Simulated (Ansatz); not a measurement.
Single-point calculation, with input and output: BaTiO3 (charge −1) (part 2 of 2)

BaTiO3 (interface cell, 30 atoms in the cell, total charge −1); DFT, PBE, plane waves, PAW, no spin polarisation (Ansatz 0.2.0); cutoff 420 eV, 6×6×2 k-mesh, tetrahedron_uncorrected. The structure derives from an entry of the Crystallography Open Database.

### Output, continued
```
  k-point 0: bands = ["-46.9324", "-46.9324", "-46.6572", "-46.6572", "-46.6567", "-46.6567", "-23.1625", "-23.1625", "-23.1624", "-23.1624", "-23.1574", "-23.1574", "-22.9298", "-22.9298", "-22.9287", "-22.9287", "-22.9210", "-22.9210", "-22.9200", "-22.9200", "-22.8891", "-22.8868", "-22.8764", "-22.8741", "-15.6588", "-15.6066", "-15.4623", "-15.3983", "-14.8296", "-14.8192", "-7.1811", "-7.1700", "-6.9035", "-6.7379", "-6.6283", "-6.4731", "-6.4731", "-6.4690", "-6.4690", "-6.3655", "-6.3292", "-6.3292", "-6.2929", "-6.2929", "-6.2664", "-6.2664", "-6.2215", "-6.2215", "-1.9919", "-1.3577", "-1.3577", "-1.1716", "-1.1716", "-1.0784", "-0.8916", "-0.8916", "-0.8182", "-0.6508", "-0.6508", "-0.2955", "-0.2955", "-0.2469", "-0.2469", "-0.1257", "0.0012", "0.2891", "5.2025", "5.7451", "5.8050", "6.2472", "6.2472", "6.2554", "6.4429", "6.4429", "6.4642", "6.4642", "6.5312", "6.5312", "6.6294", "6.6572", "6.9308", "7.0116", "7.0116", "7.2347", "7.2347", "7.2656", "7.2656", "7.3152", "7.4159", "7.4159", "7.8615", "7.8615", "7.9552", "7.9552", "7.9766", "7.9766", "8.0812", "8.1600", "8.2868", "8.2868", "8.4456", "8.5923", "8.5923", "8.6318", "8.8279", "8.8414", "9.0373", "9.0373", "9.1427", "9.2988", "9.2988", "9.4904", "9.4904", "9.5661", "9.5708", "9.5746", "9.5746", "9.6788", "9.8437", "9.8437", "11.6341", "11.6341", "11.7607", "12.1854", "12.2194", "12.2194", "12.5760", "12.5760", "12.6772", "13.1180", "13.1846", "13.1846", "13.3142", "13.3142", "13.5299", "13.5527", "13.5527", "13.6858", "13.7859", "13.7859", "13.9934", "13.9934", "14.3856", "14.3856", "15.0000", "15.0000", "15.1185", "15.3597", "15.3597", "15.5430", "15.5430", "15.5652"]
  k-point 1: bands = ["-46.9324", "-46.9324", "-46.6572", "-46.6572", "-46.6567", "-46.6567", "-23.1625", "-23.1625", "-23.1625", "-23.1625", "-23.1574", "-23.1574", "-22.9293", "-22.9293", "-22.9293", "-22.9293", "-22.9205", "-22.9205", "-22.9205", "-22.9205", "-22.8881", "-22.8881", "-22.8751", "-22.8751", "-15.6366", "-15.6366", "-15.4265", "-15.4265", "-14.8243", "-14.8243", "-7.1716", "-7.1716", "-6.8596", "-6.8596", "-6.4710", "-6.4710", "-6.4710", "-6.4710", "-6.4625", "-6.4625", "-6.3169", "-6.3169", "-6.3169", "-6.3169", "-6.2382", "-6.2382", "-6.2382", "-6.2382", "-1.6962", "-1.6962", "-1.2847", "-1.2847", "-1.2847", "-1.2847", "-0.7540", "-0.7540", "-0.7540", "-0.7540", "-0.2684", "-0.2684", "-0.2684", "-0.2684", "-0.2010", "-0.2010", "0.0324", "0.0324", "5.3719", "5.3719", "6.1485", "6.1485", "6.3057", "6.3057", "6.3057", "6.3057", "6.5467", "6.5467", "6.5467", "6.5467", "6.6469", "6.6469", "7.0689", "7.0689", "7.0689", "7.0689", "7.1092", "7.1092", "7.3822", "7.3822", "7.3822", "7.3822", "7.8797", "7.8797", "7.8797", "7.8797", "7.9797", "7.9797", "8.1563", "8.1563", "8.1563", "8.1563", "8.6860", "8.6860", "8.7537", "8.7537", "8.7537", "8.7537", "9.0287", "9.0287", "9.1267", "9.1267", "9.5204", "9.5204", "9.5204", "9.5204", "9.6315", "9.6315", "9.6421", "9.6421", "9.6421", "9.6421", "11.8832", "11.8832", "11.8832", "11.8832", "11.9405", "11.9405", "12.8589", "12.8589", "12.8589", "12.8589", "12.9318", "12.9318", "13.5875", "13.5875", "13.5875", "13.5875", "13.6184", "13.6184", "13.7802", "13.7802", "13.7802", "13.7802", "14.7247", "14.7247", "14.7247", "14.7247", "15.2035", "15.2035", "15.2035", "15.2035", "15.5211", "15.5211"]
  k-point 2: bands = ["-46.9324", "-46.9324", "-46.6572", "-46.6571", "-46.6568", "-46.6567", "-23.1626", "-23.1625", "-23.1625", "-23.1625", "-23.1576", "-23.1576", "-22.9300", "-22.9293", "-22.9291", "-22.9288", "-22.9217", "-22.9212", "-22.9209", "-22.9198", "-22.8879", "-22.8859", "-22.8766", "-22.8749", "-15.6491", "-15.6051", "-15.4513", "-15.3976", "-14.8322", "-14.8237", "-7.2100", "-7.1709", "-6.9345", "-6.7967", "-6.7038", "-6.5028", "-6.4871", "-6.4712", "-6.4450", "-6.3970", "-6.3427", "-6.3046", "-6.2964", "-6.2946", "-6.2762", "-6.2723", "-6.2410", "-6.2320", "-1.9516", "-1.2879", "-1.2303", "-1.0989", "-1.0899", "-1.0148", "-0.8505", "-0.8463", "-0.7701", "-0.6149", "-0.4603", "-0.2688", "-0.2228", "-0.1938", "-0.1542", "-0.1293", "-0.0111", "0.2429", "5.3242", "5.6710", "5.8086", "6.2286", "6.2418", "6.2684", "6.2725", "6.4327", "6.4437", "6.5096", "6.5464", "6.5537", "6.5537", "6.6910", "6.8671", "6.9882", "6.9924", "7.1924", "7.1980", "7.2259", "7.2495", "7.2641", "7.2680", "7.4138", "7.5888", "7.6314", "7.8299", "7.9195", "7.9420", "7.9475", "7.9963", "8.2951", "8.2992", "8.3238", "8.3443", "8.5558", "8.5659", "8.6143", "8.6440", "8.6679", "8.8209", "8.9720", "9.0715", "9.1905", "9.1976", "9.2913", "9.2940", "9.3985", "9.4652", "9.5084", "9.5930", "9.5967", "9.7080", "9.8128", "11.7052", "11.8665", "11.9282", "12.1613", "12.2970", "12.3685", "12.6275", "12.7708", "12.7832", "13.1286", "13.1496", "13.1920", "13.3565", "13.4066", "13.4252", "13.5895", "13.5992", "13.6557", "13.7087", "13.8350", "13.9757", "14.0183", "14.5306", "14.6283", "14.8061", "14.8622", "15.1283", "15.3052", "15.4751", "15.6081", "15.6501", "15.7632"]
  k-point 13: bands = ["-46.9324", "-46.9324", "-46.6570", "-46.6570", "-46.6569", "-46.6569", "-23.1631", "-23.1631", "-23.1624", "-23.1624", "-23.1582", "-23.1582", "-22.9304", "-22.9304", "-22.9271", "-22.9271", "-22.9257", "-22.9257", "-22.9197", "-22.9197", "-22.8805", "-22.8805", "-22.8804", "-22.8804", "-15.6076", "-15.6076", "-15.4035", "-15.4035", "-14.8406", "-14.8406", "-7.0778", "-7.0778", "-7.0602", "-7.0602", "-6.9778", "-6.9778", "-6.5193", "-6.5193", "-6.4469", "-6.4469", "-6.3536", "-6.3536", "-6.2519", "-6.2519", "-6.2507", "-6.2507", "-6.2339", "-6.2339", "-1.5587", "-1.5587", "-0.8229", "-0.8229", "-0.7937", "-0.7937", "-0.4407", "-0.4407", "-0.3762", "-0.3762", "-0.0984", "-0.0984", "-0.0819", "-0.0819", "0.0021", "0.0021", "0.0053", "0.0053", "5.7291", "5.7291", "5.8650", "5.8650", "5.8861", "5.8861", "6.3559", "6.3559", "6.4438", "6.4438", "6.4574", "6.4574", "6.5426", "6.5426", "6.5988", "6.5988", "6.9173", "6.9173", "6.9283", "6.9283", "7.1946", "7.1946", "7.2502", "7.2502", "7.4393", "7.4393", "7.4872", "7.4872", "7.7230", "7.7230", "7.8755", "7.8755", "8.1612", "8.1612", "8.3102", "8.3102", "8.5059", "8.5059", "8.5497", "8.5497", "8.6075", "8.6075", "8.6910", "8.6910", "8.8108", "8.8108", "8.8980", "8.8980", "9.3258", "9.3258", "9.3318", "9.3318", "9.4972", "9.4972", "12.3845", "12.3845", "12.4800", "12.4800", "12.6587", "12.6587", "12.9935", "12.9935", "13.1248", "13.1248", "13.1300", "13.1300", "13.1768", "13.1768", "13.3175", "13.3175", "13.3421", "13.3421", "13.8909", "13.8909", "14.3632", "14.3632", "14.4529", "14.4529", "15.2964", "15.2964", "15.4979", "15.4979", "15.6530", "15.6530", "15.6869", "15.6869"]
```

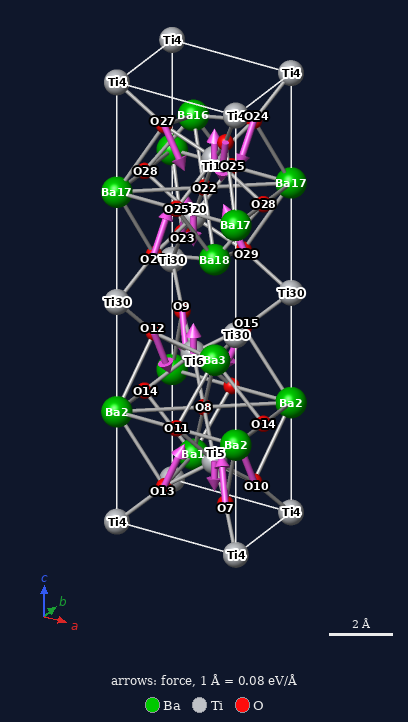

Forces on the atoms as pink arrows (ball-and-stick view of the cell of the calculation, seen slightly off an axis; atoms are numbered from 1 in the order of the input); the smallest are left out. The largest act on O7, O9, O10, O12, O13, O15 and 6 more (0.13 eV/Å); Ti5, Ti6, Ti19, Ti20 (0.08 eV/Å). The geometry is not a stationary point of this energy.

### Summary

```json
{"quantity": "outcome", "value": "converged"}
{"quantity": "electrons treated", "value": "241"}
{"quantity": "free energy", "value": "−60939.2216 eV"}
{"quantity": "Fermi energy", "value": "11.892 eV"}
{"quantity": "gap on the k-point mesh", "value": "none (metallic)"}
{"quantity": "largest force (length of the vector)", "value": "0.129 eV/Å"}
{"quantity": "wall time", "value": "48 s (CPU time 3 min)"}
{"quantity": "peak memory", "value": "1.9 GiB"}
```

Settings chosen away from the usual ones: total_charge set to -1; scf.occupations.width removed; scf.occupations.method set to tetrahedron_uncorrected (from gaussian). The cell is charged and computed with a neutralising background, so its energy and pressure depend on the cell and aren't those of a real crystal. The cell holds an odd number of electrons but the run has no spin polarisation, so a band is left half filled.
